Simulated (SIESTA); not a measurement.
# Energy of Al3Cu2 along an even scaling of the cell

System: Al3Cu2 (P-3m1, 5 atoms in the cell).
Method: Kohn-Sham DFT of a periodic cell, PBEsol, PseudoDojo 0.4 standard, converted to PSML, no spin polarisation (SIESTA 5.4.2).

The 7 runs differ only in the geometry, by an even scaling of the cell at fixed fractional positions. The structure derives from a Materials Project entry.

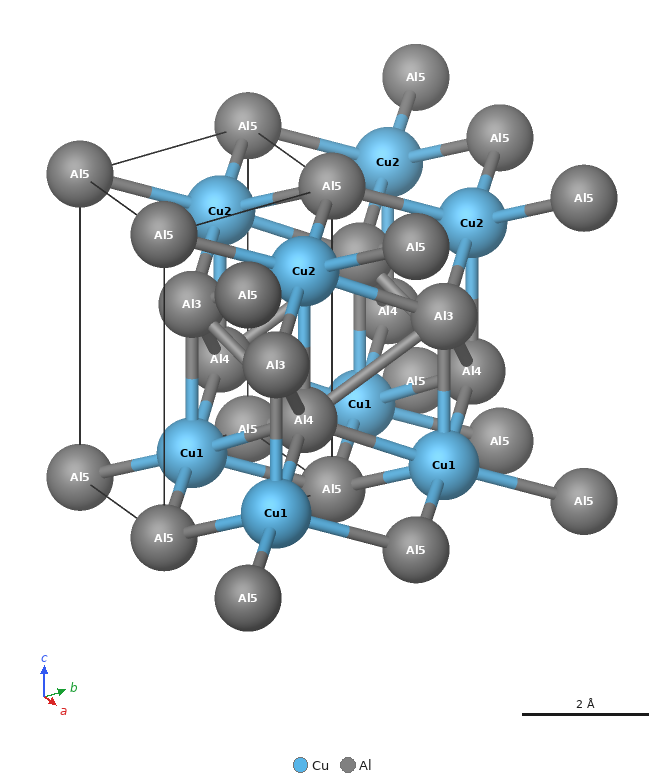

Figure 1. The structure of run 4 (ball-and-stick view of the cell of the calculation, repeated 2 × 2 × 1, seen slightly off an axis; atoms are numbered from 1 in the order of the input). An atom can appear more than once, as a periodic image.

## Input of run 4
```
SystemName                      Al3Cu2
SystemLabel                     Al3Cu2
NumberOfSpecies                 2
NumberOfAtoms                   5
%block ChemicalSpeciesLabel
  1  29 Cu
  2  13 Al
%endblock ChemicalSpeciesLabel

LatticeConstant                 1.0 Ang
%block LatticeVectors
     4.0919516368     0.0000000000     0.0000000000
    -2.0459758184     3.5437340685     0.0000000000
     0.0000000000     0.0000000000     4.9927787000
%endblock LatticeVectors
AtomicCoordinatesFormat         Fractional
%block AtomicCoordinatesAndAtomicSpecies
     0.6666666667     0.3333333333     0.1604878700  1  Cu
     0.3333333333     0.6666666667     0.8395121300  1  Cu
     0.6666666667     0.3333333333     0.6500746500  2  Al
     0.3333333333     0.6666666667     0.3499253500  2  Al
     0.0000000000     0.0000000000     0.0000000000  2  Al
%endblock AtomicCoordinatesAndAtomicSpecies

%block kgrid.MonkhorstPack
    8   0   0  0.0
    0   8   0  0.0
    0   0   6  0.0
%endblock kgrid.MonkhorstPack
XC.Functional                   GGA
XC.Authors                      PBEsol
PAO.BasisSize                   DZP
PAO.EnergyShift                 0.003 Ry
Mesh.Cutoff                     800 Ry
OccupationFunction              FD
ElectronicTemperature           0.05 eV
MaxSCFIterations                120
SCF.MustConverge                false
SCF.Mixer.Method                Pulay
SCF.Mixer.Weight                0.25
SCF.Mixer.History               8
SCF.DM.Tolerance                5.0e-05
SCF.H.Tolerance                 1.0e-03 eV
WriteForces                     true
Charge.Mulliken                 end
Charge.Hirshfeld                end
Charge.Voronoi                  end
SaveRho                         true
SaveElectrostaticPotential      true
%block PAO.Basis
  Cu 5
  n=3 0 2
    2.374 0.000
  n=4 0 2
    7.224 0.000
  n=3 1 2
    2.662 0.000
  n=4 1 1
    7.224
  n=3 2 2
    4.908 0.000
%endblock PAO.Basis
```

Command:
```bash
siesta Al3Cu2.fdf > Al3Cu2.out 2>&1
```

Lattice vectors (Å) and fractional positions of run 4:
```
   4.091952    0.000000    0.000000
  -2.045976    3.543734    0.000000
   0.000000    0.000000    4.992779
Cu  0.666667  0.333333  0.160488
Cu  0.333333  0.666667  0.839512
Al  0.666667  0.333333  0.650075
Al  0.333333  0.666667  0.349925
Al  0.000000  0.000000  0.000000
```

Run 6 has the same physical settings and fractional positions; its lattice vectors (Å) are:
```
   4.145799    0.000000    0.000000
  -2.072900    3.590367    0.000000
   0.000000    0.000000    5.058481
```

## Results, with one run withheld

```tsv
run	volume per atom (Å³)	free energy per atom, from the lowest run given (meV)	pressure (GPa)
1	13.611	19.74	8.05
2	13.901	8.07	4.95
3	14.190	1.67	2.20
4	14.480	0.00	−0.21
5	14.769	2.43	−2.41
6	15.059	?	?
7	15.349	17.98	−6.01
```

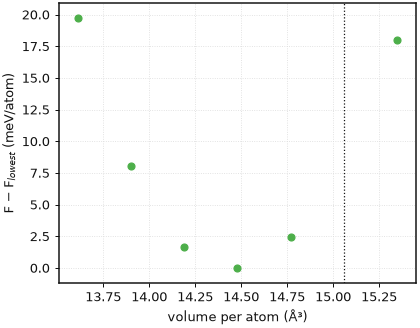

Figure 2. Free energy per atom of the runs given; the dotted line marks run 6.

Fit the runs given and predict run 6.

A cubic polynomial in V^(−2/3) (the Birch–Murnaghan form), fitted to the 6 runs given, misses them by at most 0.02 meV per atom. With x = V^(−2/3) − 0.16923 Å⁻², it reads F = 0.13831 + 542.7 x + 4.1655e+05 x² + 1.2573e+06 x³ (meV per atom). At run 6 it gives 8.57 meV per atom, and the run itself gives 8.57. The slope of the fit gives a pressure −dF/dV of −4.33 GPa there, and the run prints −4.35 GPa. The fit has its minimum at 14.448 Å³ per atom, where V d²F/dV² gives 116 GPa. Cell shape and fractional positions are held, so this is the stiffness under even scaling; the relaxed bulk modulus wasn't computed.

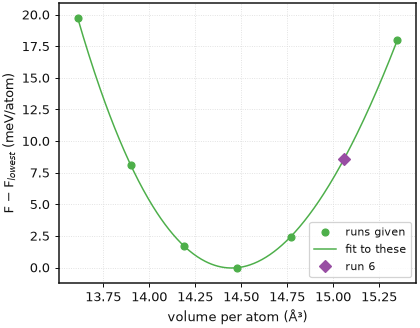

Figure 3. The fit and the withheld run.

## Some lines of the output (run 6)
```
[...]
outcell: Cell volume (Ang**3)        :     75.2952
stepf: Fermi-Dirac step function
siesta: Etot    =    -10351.688504
siesta: FreeEng =    -10351.722959
        iscf     Eharris(eV)        E_KS(eV)     FreeEng(eV)     dDmax    Ef(eV) dHmax(eV)
siesta: E_KS(eV) =           -10499.8840
siesta: E_KS - E_eggbox =    -10499.8840
siesta: Etot    =    -10499.884041
siesta: FreeEng =    -10499.893122
siesta:         Fermi =      -4.320250
siesta: Cell volume =         75.295197 Ang**3
    Orbital volume contribution        =           7.096342 eV
```

Notes: Points of doubt noted for this run: mulliken charges of long orbitals. With a small basis of atomic orbitals these values can differ much from converged plane-wave results.
